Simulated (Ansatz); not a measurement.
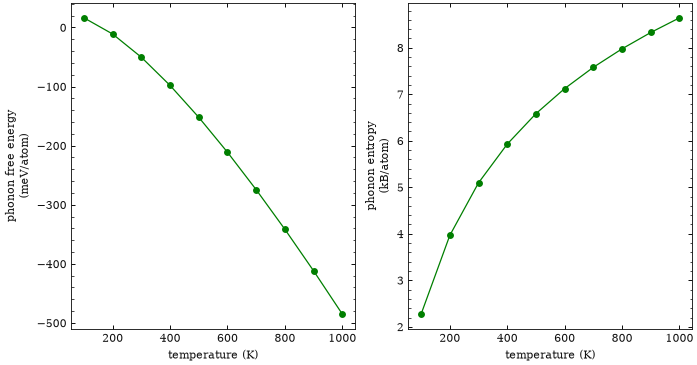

The picture above shows the phonon free energy and phonon entropy against temperature for CuCl, space group F-43m (No. 216).

The given structure:
```cif
data_structure
_symmetry_space_group_name_H-M 'P 1'
_symmetry_Int_Tables_number 1
_cell_length_a 3.7877
_cell_length_b 3.7877
_cell_length_c 3.7877
_cell_angle_alpha 60.000
_cell_angle_beta 60.000
_cell_angle_gamma 60.000
_cell_volume 38.42
loop_
_atom_site_label
_atom_site_type_symbol
_atom_site_fract_x
_atom_site_fract_y
_atom_site_fract_z
_atom_site_occupancy
Cu1 Cu 0.00000 0.00000 0.00000 1
Cl1 Cl 0.75000 0.75000 0.75000 1
```

Method: plane-wave density functional theory, PAW datasets, Gaussian smearing 0.05 eV: harmonic lattice thermodynamics at fixed volume from displacements in the supercell given; kB is Boltzmann's constant (Ansatz 0.2.0). Level: r2SCAN, no spin polarisation.

| setting | value |
| --- | --- |
| PAW set | soft_2 |
| wave cutoff | 500 eV |
| symmetry use | detected |
| k mesh of unit cell | 8×8×8 |
| supercell | (2, 2, 2) |

### Read off the course of the phonon free energy.

It falls from 16 meV/atom at temperature 100 K to −485 meV/atom at 1000 K.

### How does the phonon entropy vary with temperature?

It rises from 2.273 kB/atom at temperature 100 K to 8.643 kB/atom at 1000 K.
